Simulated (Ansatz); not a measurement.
## Geometry relaxation, with input and output: Al₂Ru (part 2 of 2)

The same run, continued: Al₂Ru (Fddd, 6 atoms in the cell); DFT PBEsol, scalar-relativistic, plane waves, PAW, no spin polarisation (Ansatz 0.2.0); cutoff 420 eV, 10×10×10 k-mesh, Gaussian smearing of 0.01 eV. The structure derives from a Materials Project entry.

Geometry of the input (Å; fractional positions):
```
0.0000  3.9898  4.3915
2.3525  0.0000  4.3915
2.3525  3.9898  0.0000
Al 0.0791  0.4209  0.0791
Al 0.4209  0.0791  0.4209
Al 0.1709  0.8291  0.1709
Al 0.8291  0.1709  0.8291
Ru 0.7500  0.7500  0.7500
Ru 0.5000  0.5000  0.5000
```

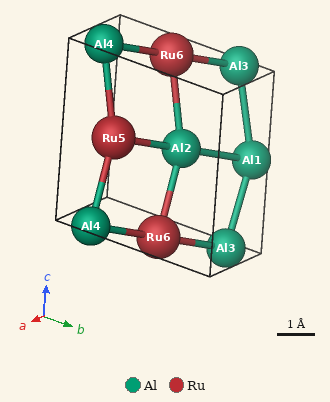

**Figure 1.** The geometry at step 2 of the log (ball-and-stick view of the reduced cell, seen slightly off an axis; atoms are numbered from 1 in the order of the input).

**Output, continued**
```
SCF iter   1: F=—  HF=-13735.320380 eV  |F-HF|=—  |Δ(HF+E_count)|=         —  Δρ=9.13e-5  dr2=1.20e-5  ethr=2.65e-8  ⟨swp⟩=2.0  Hψ=24360  notcnv=0
preconditioner: auto → none  [insulator: Δε(μ)=0.082 eV  Ē_g=6.547 eV  σ=0.010 eV  W_gap=1.00  n_scr=16 (ndim 8)  ℏωp=21.7 eV  f_vac=0.000  D(μ)=0.00/eV (n_scr^D=0)  ε∞_Penn≈12.0]
SCF iter   2: F=—  HF=-13735.320356 eV  |F-HF|=—  |Δ(HF+E_count)|=   2.41e-5  Δρ=2.20e-5  dr2=4.03e-7  ethr=2.65e-8  ⟨swp⟩=2.3  Hψ=6010  notcnv=0
iter 3 did not close the SCF: its close was put off for the readings that it lacked (scf_convergence_deferred on its scf_iter line)
SCF iter   3: F=-13735.320356 eV  HF=-13735.320356 eV  |F-HF|=3.15e-8  |Δ(HF+E_count)|=   1.42e-7  Δρ=6.59e-6  dr2=3.88e-8  ethr=9.15e-10  ⟨swp⟩=2.4  Hψ=7928  notcnv=0
iter 4 did not close the SCF: its close was put off for the readings that it lacked (scf_convergence_deferred on its scf_iter line)
SCF iter   4: F=-13735.320356 eV  HF=-13735.320356 eV  |F-HF|=6.24e-10  |Δ(HF+E_count)|=   9.66e-9  Δρ=1.09e-6  dr2=8.22e-10  ethr=8.81e-11  ⟨swp⟩=2.0  Hψ=6078  notcnv=0
iter 5 did not close the SCF: its close was put off for the readings that it lacked (scf_convergence_deferred on its scf_iter line)
SCF iter   5: F=-13735.320356 eV  HF=-13735.320356 eV  |F-HF|=1.46e-11  |Δ(HF+E_count)|=  9.09e-11  Δρ=1.99e-7  dr2=2.36e-11  ethr=1.87e-12  ⟨swp⟩=2.2  Hψ=8229  notcnv=0
SCF iter   6: F=-13735.320356 eV  HF=-13735.320356 eV  |F-HF|=5.46e-12  |Δ(HF+E_count)|=  1.82e-12  Δρ=3.18e-8  dr2=5.25e-13  ethr=1.00e-12  ⟨swp⟩=4.0  Hψ=19129  notcnv=0
SCF 3 converged in 6 iterations: F = -13735.320356 eV  dr2 = 5.25e-13
relax step   3: F+E_penalty+E_count = -13735.32035599 eV  Δ(F+E_penalty+E_count) = -5.386e-6 eV  max|allowed force component| = 1.967e-3 eV/Å  Δτ_max = 0.0001 Å  P = +0.005 GPa  Ω = 82.205 Å³  energy of the carried Pulay correction = +7.639e-5 eV  (6 SCF iters, accepted)
Initial wavefunctions: pseudopotential atomic-orbital guess (no wavefunctions were taken with the density)
iter 1 solved again at ethr=1.21e-7 eV; its pass at ethr=3.10e-3 eV (dr2=5.33e-5 eV) is discarded
SCF iter   1: F=—  HF=-13735.320304 eV  |F-HF|=—  |Δ(HF+E_count)|=         —  Δρ=3.79e-6  dr2=1.86e-9  ethr=1.21e-7  ⟨swp⟩=3.0  Hψ=35321  notcnv=0
eigensolver tolerance schedule: the retry pair's looser diagonalisation over-reported the residual by 28683.45 of it (diagonalisation noise at an unbounded share of the residual, at the tolerance the schedule requests for it); recorded, not acted on — ethr = c·dr2/N_el stays at c = 1.0e-1
preconditioner: auto → none  [insulator: Δε(μ)=0.084 eV  Ē_g=6.547 eV  σ=0.010 eV  W_gap=1.00  n_scr=16 (ndim 8)  ℏωp=21.7 eV  f_vac=0.000  D(μ)=0.00/eV (n_scr^D=0)  ε∞_Penn≈12.0]
SCF iter   2: F=—  HF=-13735.320282 eV  |F-HF|=—  |Δ(HF+E_count)|=   2.16e-5  Δρ=1.67e-6  dr2=2.89e-10  ethr=4.22e-12  ⟨swp⟩=3.0  Hψ=10158  notcnv=0
iter 3 did not close the SCF: its close was put off for the readings that it lacked (scf_convergence_deferred on its scf_iter line)
SCF iter   3: F=-13735.320282 eV  HF=-13735.320282 eV  |F-HF|=1.46e-11  |Δ(HF+E_count)|=  2.53e-10  Δρ=3.67e-7  dr2=1.45e-11  ethr=1.00e-12  ⟨swp⟩=1.3  Hψ=5076  notcnv=0
iter 4 did not close the SCF: its close was put off for the readings that it lacked (scf_convergence_deferred on its scf_iter line)
SCF iter   4: F=-13735.320282 eV  HF=-13735.320282 eV  |F-HF|=0.00e0  |Δ(HF+E_count)|=  1.64e-11  Δρ=4.08e-8  dr2=3.27e-13  ethr=1.00e-12  ⟨swp⟩=1.0  Hψ=4788  notcnv=0
iter 5 did not close the SCF: its close was put off for the readings that it lacked (scf_convergence_deferred on its scf_iter line)
SCF iter   5: F=-13735.320282 eV  HF=-13735.320282 eV  |F-HF|=1.82e-12  |Δ(HF+E_count)|=  1.82e-12  Δρ=8.20e-9  dr2=3.27e-14  ethr=1.00e-12  ⟨swp⟩=1.0  Hψ=4788  notcnv=0
iter 6 did not close the SCF: its close was put off for the readings that it lacked (scf_convergence_deferred on its scf_iter line)
SCF iter   6: F=-13735.320282 eV  HF=-13735.320282 eV  |F-HF|=7.28e-12  |Δ(HF+E_count)|=  3.64e-12  Δρ=9.59e-10  dr2=8.02e-16  ethr=1.00e-12  ⟨swp⟩=1.0  Hψ=4788  notcnv=0
SCF iter   7: F=-13735.320282 eV  HF=-13735.320282 eV  |F-HF|=5.46e-12  |Δ(HF+E_count)|=  7.28e-12  Δρ=2.08e-10  dr2=2.11e-17  ethr=1.00e-12  ⟨swp⟩=2.0  Hψ=13507  notcnv=0
SCF 4 converged in 7 iterations: F = -13735.320282 eV  dr2 = 2.11e-17
relax step   4: F+E_penalty+E_count = -13735.32028208 eV  Δ(F+E_penalty+E_count) = +7.391e-5 eV  max|allowed force component| = 1.960e-3 eV/Å  Δτ_max = 0.0000 Å  P = +0.004 GPa  Ω = 82.205 Å³  stress off target by 1.04e-2 GPa  SCF on the basis re-selected at this cell (its energy is not comparable with the rows above)  (7 SCF iters)
basis re-selected at this cell: Δ(F+E_penalty+E_count) = +7.391e-5 eV, ΔP = -0.001 GPa vs the last step (what re-selecting the basis moved, of the pressure what is left beyond the Pulay correction that the steps carried, after the strain that the cell walked since its last selection, with what the two solves' SCF thresholds leave and, on support functions, any second-order correction that the steps lacked; it is no measure of the basis error at this ecutwfc). This SCF's stress stands 1.04e-2 GPa from its target on what of the cell is left free (relax.cell.stress_tol is 5.00e-2 GPa) and its largest allowed force component is 1.96e-3 eV/Å (relax.f_tol is 5.00e-3 eV/Å): within both
SCF converged after 7 iterations
Free energy (F): -13735.320282 eV
Harris-Foulkes:  -13735.320282 eV  (|F-HF|=5.46e-12)
Internal energy: -13735.320282 eV  (E = F + TS)
E sigma→0 (E₀):  -13735.320282 eV
Fermi energy:    14.172092 eV
--- Per-component energies (eV) ---
  E_band       = -288.709303
  E_kinetic    = 1133.846391
  E_local      = -4201.905773  (includes V_loc(G=0)·N_el)
  E_nonlocal   = 732.961436
  E_hartree    = 1554.821446
  E_xc         = -542.196657
  E_vxc        = -601.270243  (∫ρ·V_xc dr)
  E_paw        = -8620.114183  (= ΣΔE_a)
  E_vpaw       = -461.983606  (= ΣTr[D̂ρ^β])
  E_aug_tail   = -0.000400  (compensation charges beyond the density's cutoff)
  E_ewald      = -3793.315689
  E_core_change = 0.583148  (= ΣΔE_core)
  E_smearing   = -0.000000  (= −TS)
  E_closure    = -0.000000  (closes the sum)
  Σ components = -13735.320282   (vs F -13735.320282, Δ=0.00e0)
--- Forces (eV/Å), atoms counted from 1 ---
  atom   1  Al    -0.00000000    -0.00196002     0.00000000
  atom   2  Al    -0.00000000     0.00196002    -0.00000000
  atom   3  Al     0.00000000     0.00196002    -0.00000000
  atom   4  Al     0.00000000    -0.00196002     0.00000000
  atom   5  Ru     0.00000000    -0.00000000    -0.00000000
  atom   6  Ru    -0.00000000     0.00000000     0.00000000
  max |Σ_I F_I| component: 0.00e0 eV/Å
--- Stress (GPa, compression-positive) ---
        0.009016      -0.000000      -0.000000
       -0.000000       0.010423       0.000000
       -0.000000       0.000000      -0.008537
  P = ⅓ Tr σ = 0.0036 GPa (0.036 kbar)
--- Band table (eV; the first three rows and the last of 171) ---
  k-point 0: bands = ["-58.3680", "-58.3552", "-28.5294", "-28.4452", "-28.4424", "-28.3930", "-28.3814", "-28.3766", "3.0668", "7.8851", "9.4532", "9.4992", "9.9859", "10.4651", "10.6599", "10.6874", "10.8387", "11.1718", "12.1170", "12.8812", "12.9012", "14.1306", "15.8130", "16.4213", "16.4893", "16.7272", "16.9110", "17.5607"]
  k-point 1: bands = ["-58.3678", "-58.3554", "-28.5284", "-28.4516", "-28.4371", "-28.3934", "-28.3814", "-28.3766", "3.1854", "7.8893", "9.0770", "9.5192", "9.7275", "10.6461", "10.6950", "10.8599", "11.0313", "11.2266", "12.0308", "12.8072", "12.9098", "13.6270", "15.7052", "15.8943", "16.4167", "16.6504", "16.9086", "17.8486"]
  k-point 2: bands = ["-58.3671", "-58.3560", "-28.5255", "-28.4598", "-28.4323", "-28.3940", "-28.3819", "-28.3762", "3.5361", "7.8529", "8.4702", "9.2694", "9.7233", "10.5525", "10.6510", "11.0384", "11.2164", "11.7191", "11.9646", "12.5523", "12.7685", "12.9841", "15.0248", "15.7597", "16.2785", "16.3843", "17.4119", "18.1266"]
  k-point 170: bands = ["-58.3615", "-58.3615", "-28.4874", "-28.4874", "-28.4274", "-28.4274", "-28.3709", "-28.3709", "5.0014", "5.0014", "8.9306", "8.9306", "10.3761", "10.3761", "10.6220", "10.6220", "11.7864", "11.7864", "12.5394", "12.5394", "12.7788", "12.7788", "16.3852", "16.3852", "16.6051", "16.6051", "17.7656", "17.7656"]
--- Relaxed structure (3 steps of the walk, 3 accepted, 1 SCFs on fresh bases) ---
  F+E_penalty+E_count = -13735.32028208 eV   max|allowed force component| = 1.960e-3 eV/Å   (the final SCF, on the basis selected at the relaxed cell)
  cell:  # Å, volume = 82.2048 Å³
    - [0.0, 3.987648040862452, 4.385079349113139]
    - [2.3505690921104643, 0.0, 4.385079349113139]
    - [2.3505690921104643, 3.987648040862452, 0.0]
  atoms:
    - { symbol: Al, position: [0.078948173632719, 0.421051826367281, 0.07894817363271894] }
    - { symbol: Al, position: [0.4210518263672811, 0.07894817363271892, 0.421051826367281] }
    - { symbol: Al, position: [0.171051826367281, 0.828948173632719, 0.1710518263672809] }
    - { symbol: Al, position: [0.8289481736327189, 0.17105182636728106, 0.8289481736327189] }
    - { symbol: Ru, position: [0.75, 0.75, 0.75] }
    - { symbol: Ru, position: [0.5, 0.49999999999999994, 0.5] }
```

**Trajectory as extended XYZ (Å, eV, eV/Å), 4 frames, from step=1 to step=4**
```
6
Lattice="0.0000 3.9898 4.3915 2.3525 0.0000 4.3915 2.3525 3.9898 0.0000" Properties=species:S:1:pos:R:3:forces:R:3 step=1 energy=-13735.31983 pressure_GPa=-0.53
Al    1.1762    0.6309    2.1958    0.0000  -0.0150   0.0000
Al    1.1762    3.3590    2.1958    0.0000   0.0150   0.0000
Al    2.3525    1.3640    4.3915    0.0000   0.0150   0.0000
Al    2.3525    6.6156    4.3915    0.0000  -0.0150   0.0000
Ru    3.5287    5.9848    6.5873    0.0000   0.0000   0.0000
Ru    2.3525    3.9898    4.3915    0.0000   0.0000   0.0000
6
Lattice="0.0000 3.9870 4.3850 2.3497 0.0000 4.3850 2.3497 3.9870 0.0000" Properties=species:S:1:pos:R:3:forces:R:3 step=2 energy=-13735.32035 pressure_GPa=0.10
Al    1.1749    0.6297    2.1925    0.0000  -0.0018   0.0000
Al    1.1749    3.3573    2.1925    0.0000   0.0018   0.0000
Al    2.3497    1.3638    4.3850    0.0000   0.0018   0.0000
Al    2.3497    6.6102    4.3850    0.0000  -0.0018   0.0000
Ru    3.5246    5.9805    6.5775    0.0000   0.0000   0.0000
Ru    2.3497    3.9870    4.3850    0.0000   0.0000   0.0000
6
Lattice="0.0000 3.9876 4.3851 2.3506 0.0000 4.3851 2.3506 3.9876 0.0000" Properties=species:S:1:pos:R:3:forces:R:3 step=3 energy=-13735.32036 pressure_GPa=0.00
Al    1.1753    0.6296    2.1925    0.0000  -0.0020   0.0000
Al    1.1753    3.3580    2.1925    0.0000   0.0020   0.0000
Al    2.3506    1.3642    4.3851    0.0000   0.0020   0.0000
Al    2.3506    6.6111    4.3851    0.0000  -0.0020   0.0000
Ru    3.5259    5.9815    6.5776    0.0000   0.0000   0.0000
Ru    2.3506    3.9876    4.3851    0.0000   0.0000   0.0000
6
Lattice="0.0000 3.9876 4.3851 2.3506 0.0000 4.3851 2.3506 3.9876 0.0000" Properties=species:S:1:pos:R:3:forces:R:3 step=4 energy=-13735.32028 pressure_GPa=0.00
Al    1.1753    0.6296    2.1925    0.0000  -0.0020   0.0000
Al    1.1753    3.3580    2.1925    0.0000   0.0020   0.0000
Al    2.3506    1.3642    4.3851    0.0000   0.0020   0.0000
Al    2.3506    6.6111    4.3851    0.0000  -0.0020   0.0000
Ru    3.5259    5.9815    6.5776    0.0000   0.0000   0.0000
Ru    2.3506    3.9876    4.3851    0.0000   0.0000   0.0000
```

**Summary**

| quantity | value |
| --- | --- |
| outcome | converged |
| space group (tolerance 0.01 Å) | Fddd (70) |
| electrons treated | 44 |
| free energy | −13735.3203 eV |
| Fermi energy | 14.172 eV |
| gap on the k-point mesh | 0.08 eV |
| pressure | 0.00 GPa |
| final volume | 82.20 Å³ |
| largest force (length of the vector) at the end | 0.002 eV/Å |
| final cell | a = 5.927 Å, b = 4.975 Å, c = 4.629 Å, α = 76.12°, β = 54.58°, γ = 49.30° |
| hardware | 1 thread of Intel Xeon @ 2.50GHz (Skylake/Cascade Lake), 192 GiB of memory available, shared host |
| wall time | 2.6 min |
| peak memory | 0.66 GiB |
